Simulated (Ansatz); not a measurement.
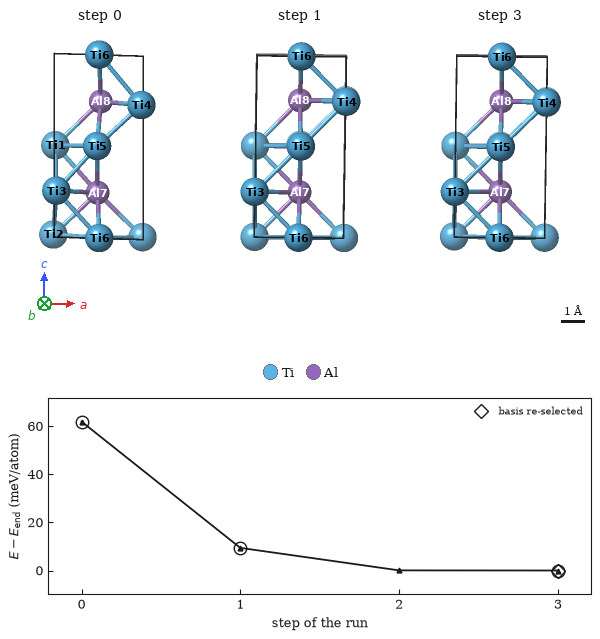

Frames of a relaxation of a crystal of Ti3Al (a generated structure, set up in P1) (coarse preliminary run), marked on the history of the run. Style: ball-and-stick. Shown: the cell of the calculation, along the b axis.

Method: Ansatz 0.2.0, DFT PBE, scalar-relativistic, plane waves, PAW. Settings: plane-wave cutoff 420 eV; k-point mesh 6 × 6 × 4; occupations gaussian; smearing width 0.2 eV; no spin polarisation; cell and atoms relaxed; force threshold 0.025 eV/Å; at most 60 steps.

> What happens along the run?

Over 2 accepted moves (3 points after the start) the energy falls by 61.9 meV per atom. Largest force component: 1 eV/Å at the start, 0.0077 eV/Å at the end. The pressure goes from 2.87 to 0.09 GPa. At 1 point the geometry stayed and the basis and grid were re-selected for the new cell (energy shift of 0.1 meV per atom at most each time). Ti4 moves most relative to the cell: 0.16 Å along [3 1 2]. By element the largest moves are Ti 0.16 Å, Al 0.10 Å. Cell: a 3.997 → 4.053 Å (+1.4 %), b 4.006 → 4.050 Å (+1.1 %), c 8.221 → 8.104 Å (−1.4 %), α 91.7° → 90.0°, β 91.7° → 90.0°, γ 89.8° → 90.0°. Volume +1.2 %. Near-neighbour distances that change, for instance: Ti2–Al8 3.104 → 2.865 Å, Ti2–Ti4 3.098 → 2.863 Å, Ti3–Al7 2.643 → 2.864 Å, Ti1–Ti5 2.693 → 2.865 Å. The space group (tolerance 0.01 Å) goes from P1 (No. 1) to Pm-3m (No. 221). From step 0 to 1: Ti4 moves most (0.20 Å), volume −0.8 %, energy −52.5 meV per atom. From step 1 to 3: Al8 moves most (0.05 Å), volume +2.0 %, energy −9.4 meV per atom.

```csv
step,"E − E(0), meV/atom","largest force component, eV/Å","pressure, GPa","volume, Å³/atom",note
0,0.00,1.0400,2.87,16.438,
1,-52.49,0.4389,2.51,16.305,
2,-61.84,0.0079,0.08,16.627,
3,-61.89,0.0077,0.09,16.627,"same geometry, new basis"
```
